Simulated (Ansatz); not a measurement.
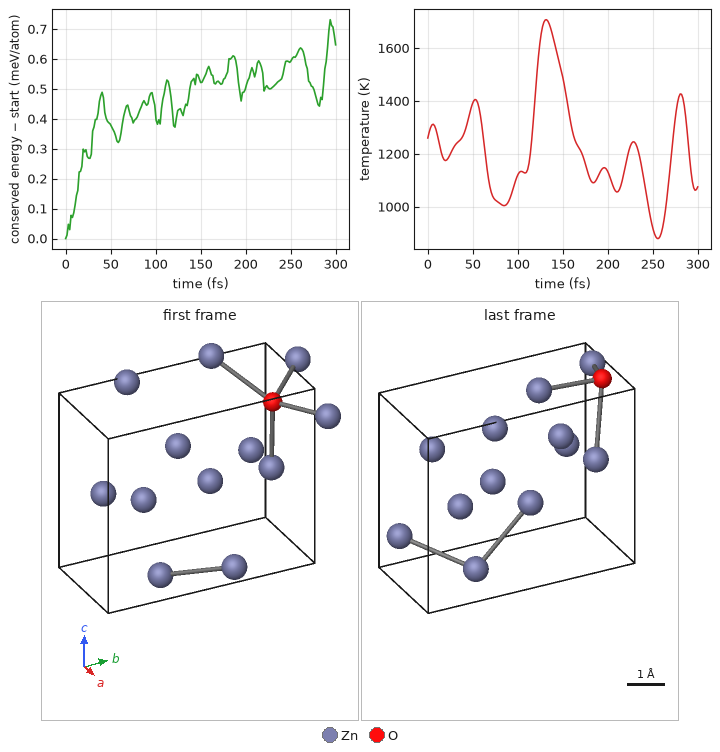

First-principles dynamics of Zn with an interstitial O (13 atoms in the cell), 300 fs long. It starts from the last geometry of an earlier run, with fresh velocities. A ball-and-stick model of the simulation cell, seen slightly off an axis. Bonds to atoms that aren't drawn are left out.

Computed with DFT PBE, scalar-relativistic, plane waves, PAW in Ansatz. Set-up: plane-wave cutoff 420 eV; k-point mesh 2 × 2 × 2; Fermi-Dirac smearing 0.15 eV; low-accuracy preset; Nosé-Hoover thermostat (NVT); set temperature 1260 K; time step 1.5 fs; thermostat time 100.0 fs.

Q: How well is the energy conserved, and can the run be trusted?

A: The conserved quantity stays between 0 and 0.73 meV per atom of its start. A straight-line fit has a slope that amounts to +0.36 meV per atom over 300 fs (0.2 % of the mean kinetic energy), and the ripple about it is 0.4 % of the kinetic energy's fluctuation. With a drift under 2 % and a ripple under 7 %, the integration is accurate. The self-consistency threshold is loose, so the forces are noisy. The mean temperature in the second half is 1157 K (standard deviation 142 K). The potential energy in the second half lies on average 20.3 meV per atom above the first frame.

Limits of the set-up: the k-point mesh is coarse for a cell with partly filled bands; the program's low-accuracy preset was used; the periodic images lie only 4.9 Å apart, so the values are limited by the cell's size.
